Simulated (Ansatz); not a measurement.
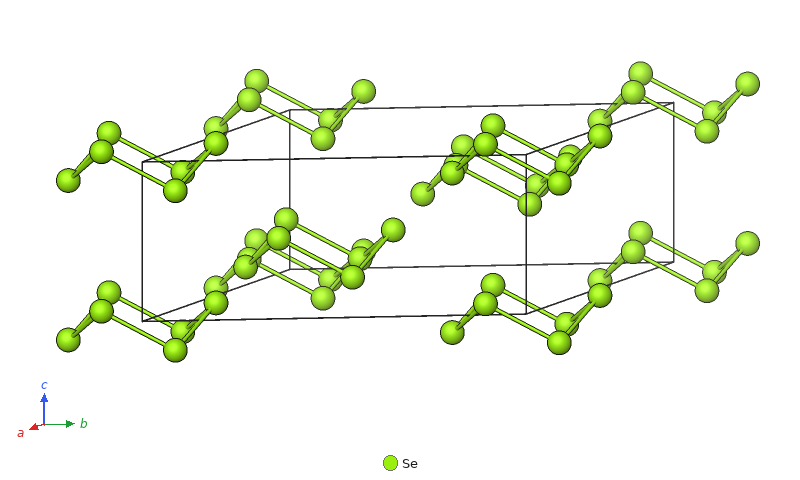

Crystal structure, ball-and-stick style, seen slightly off an axis. Atoms at the boundary of the conventional unit cell (the box) are drawn once for each face, edge or corner they touch. Finite groups of bonded atoms are drawn whole.

Se, space group R-3 (No. 148), a = 11.023 Å, b = 11.023 Å, c = 4.587 Å, α = 90.00°, β = 90.00°, γ = 120.00°. The initial geometry was a structure listed in the Materials Project. The cell was then strained or its atoms displaced on purpose. A calculation with Ansatz used it as input.

This one geometry was computed with Ansatz (DFT, plane waves, PAW) at three levels of theory: HSE06, r2SCAN and PBE.

Q: Which level gives the highest pressure at this volume, and what does that say about its equilibrium volume?

A: Highest: PBE (2.7 GPa), which points to the largest equilibrium volume. Lowest, with the smallest volume: HSE06 (0.6 GPa). Levels within 0.5 GPa of each other can't be told apart.

Q: How does the band gap change with the level of theory?

A: PBE: a gap of 1.23 eV, indirect; r2SCAN: a gap of 1.52 eV, indirect; HSE06: a gap of 2.09 eV, indirect.

Q: Collect the results in a table.

A:
| level | cutoff (eV) | k-mesh of the run's cell | gap (eV) | pressure (GPa) |
| --- | --- | --- | --- | --- |
| HSE06 | 420 | 4×4×4 | 2.09 | 0.6 |
| r2SCAN | 500 | 6×6×6 | 1.52 | 1.3 |
| PBE | 420 | 6×6×6 | 1.23 | 2.7 |

Gaps are taken on the k-mesh or band path of each run.
